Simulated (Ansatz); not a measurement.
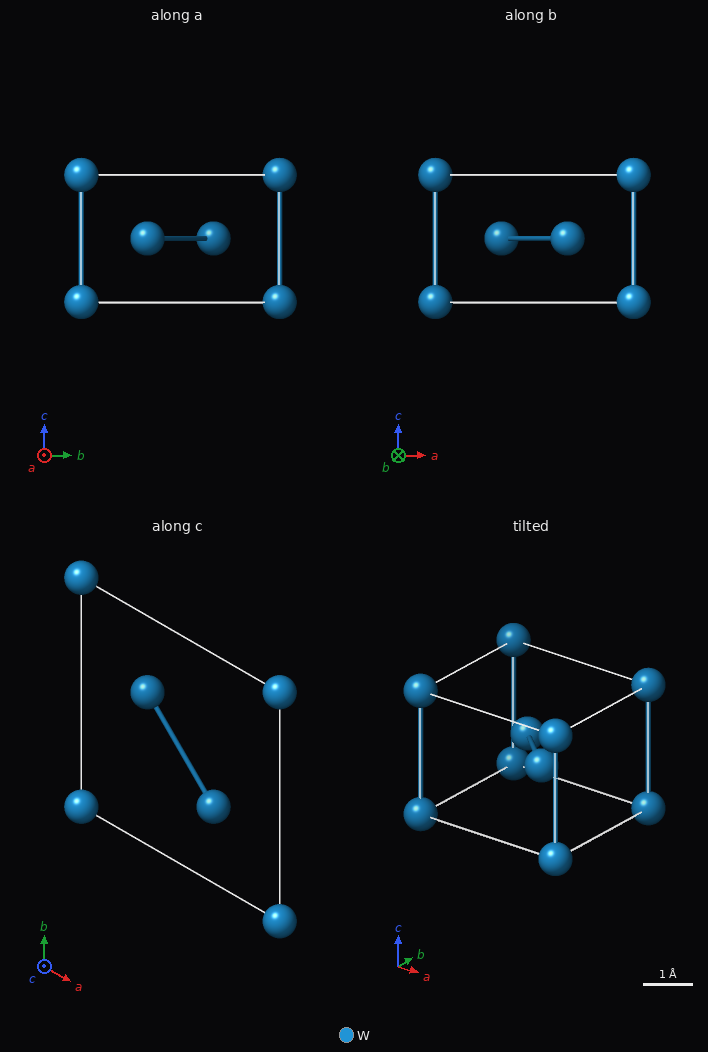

An orthographic ball-and-stick view of the structure, along the a axis, along the b axis, along the c axis and slightly off an axis. Lines trace the edges of the conventional unit cell.

Lattice parameters: a = 4.7480 Å, b = 4.7480 Å, c = 2.6355 Å, α = 90.000°, β = 90.000°, γ = 120.000°.

Put the structure into a CIF in P1 with every atom of the cell.

```cif
data_structure
_symmetry_space_group_name_H-M 'P 1'
_symmetry_Int_Tables_number 1
_cell_length_a 4.7480
_cell_length_b 4.7480
_cell_length_c 2.6355
_cell_angle_alpha 90.000
_cell_angle_beta 90.000
_cell_angle_gamma 120.000
_cell_volume 51.45
loop_
_atom_site_label
_atom_site_type_symbol
_atom_site_fract_x
_atom_site_fract_y
_atom_site_fract_z
_atom_site_occupancy
W1 W 0.0000 0.0000 0.0000 1
W2 W 0.3333 0.6667 0.5000 1
W3 W 0.6667 0.3333 0.5000 1
```

It goes back to a structure type filled with this element by a generator (whether the element takes this form wasn't checked). A relaxation with Ansatz, DFT, BLYP, plane waves (420 eV) with PAW, scalar-relativistic gave the geometry drawn.
